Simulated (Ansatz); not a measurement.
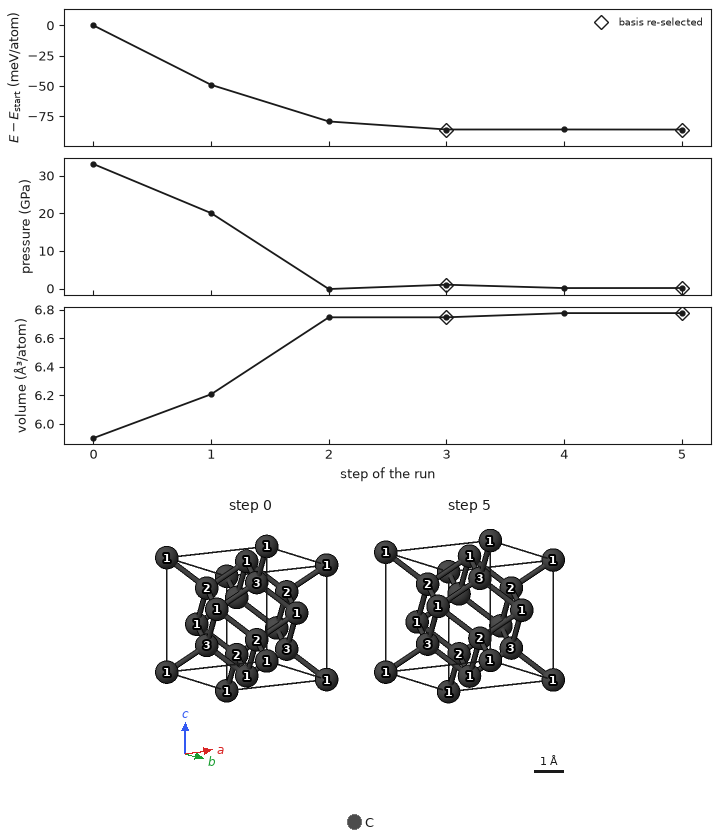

First and last geometry of a relaxation of crystalline C (a generated structure, set up in Fm-3m) (coarse preliminary run), with the history of the run. A ball-and-stick model of the conventional cell (4 times the calculation's cell), seen from a free direction. Lengths and directions refer to the drawn axes.

All numbers below come from DFT PBE, scalar-relativistic, plane waves, PAW (Ansatz).

Input file:
```yaml
crystal:
  lattice:
    - [0.0, 2.06849498, 2.06849498]
    - [2.06849498, 0.0, 2.06849498]
    - [2.06849498, 2.06849498, 0.0]
  atoms:
    - { symbol: C, position: [0.0, 0.0, 0.0] }
    - { symbol: C, position: [0.75, 0.75, 0.75] }
    - { symbol: C, position: [0.25, 0.25, 0.25] }
basis:
  ecutwfc: 420
kpoints:
  mp_grid: { grid: [8, 8, 8] }
hamiltonian:
  xc: pbe
scf:
  occupations: { method: gaussian, width: 0.1 }
  lower_state_search: "off"
output:
  forces: true
  stress: true
  eigenvalues: true
relax:
  adjacent_minimum: "off"
  f_tol: 0.04
  max_steps: 70
  cell: { stress_tol: 0.4 }
```

Run as
```bash
ansatz run input.yaml --threads 1 --pin off --max-ram 2560MiB --backend cpu --events-out ev --progress --plain --runs-dir out
```

> Read the history and describe the run.

It converged. No atom moves by more than 0.005 Å relative to the cell. The volume changes by +14.8 %, with a = b = c 4.137 → 4.332 Å (+4.7 %). Among the contacts that change: C1–C2 1.791 → 1.876 Å. The space group stays Fm-3m (No. 225). Over 3 accepted moves (5 points after the start) the energy falls by 85.9 meV per atom. All forces vanish by symmetry, so only the cell relaxes. Pressure: 33.09 GPa at the start and 0.14 GPa at the end. The SCF was repeated twice at an unchanged geometry on a basis and grid sized afresh for the cell, which shifted the energy by 6.6 meV per atom at most.
